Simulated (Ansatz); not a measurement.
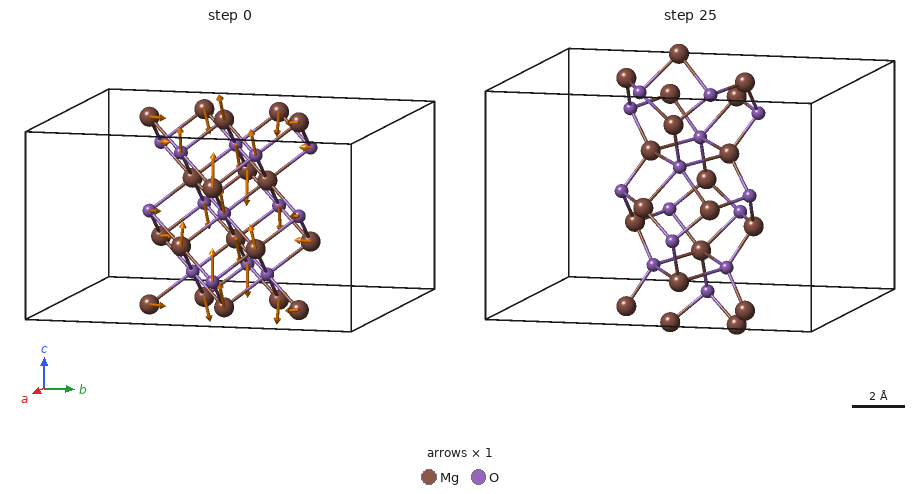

The structure of a wire of composition MgO before (left) and after (right) a relaxation, at one scale. The orange arrows give the displacements (the part carried along by the change of the cell is left out), at their true length.

Style: ball-and-stick. Shown: the cell of the calculation, with the vacuum cut short, slightly off an axis.

Case: wire along [1 1 1], 28 atoms a period.

Computed with Ansatz 0.2.0, DFT PBEsol, scalar-relativistic, plane waves, PAW. (plane-wave cutoff 420 eV; k-point mesh 1 × 1 × 5; occupations gaussian; smearing width 0.05 eV; no spin polarisation; cell relaxed at fixed a, b, alpha, beta, gamma; force threshold 0.02 eV/Å; at most 45 steps)

> Summarise the run.

Over 21 accepted moves (25 points after the start) the energy falls by 8.359 eV per cell of the calculation. The largest force component goes from 2.8 to 0.011 eV/Å. The line search rejected the trial step at point 17 of the run. At 3 points the geometry stayed and the basis and grid were re-selected for the new cell (energy shift of 0.245 eV per cell of the calculation at most each time). The largest moves relative to the centre of the atoms, 1.39 Å, are those of Mg atoms. By element the largest moves are Mg 1.39 Å, O 1.32 Å. Along the periodic axis the drawn cell goes c 7.299 → 8.877 Å (+21.6 %). Among the contacts that change: Mg–O 2.107 → 4.830 Å, Mg–O 2.107 → 3.383 Å, Mg–O 2.107 → 3.187 Å, Mg–Mg 2.980 → 2.652 Å. Bonds break, among them: Mg–O (2.11 → 3.19 Å), Mg–O (2.11 → 3.38 Å), Mg–O (2.11 → 4.83 Å). Bond angles that change, for instance: Mg–O–Mg 180.0° → 127.1°, Mg–O–Mg 180.0° → 134.6°, Mg–O–Mg 180.0° → 136.3°. Cost: 8.7 min on 4 threads of Arm Neoverse V2, on a shared host, peak memory 3.7 GiB.
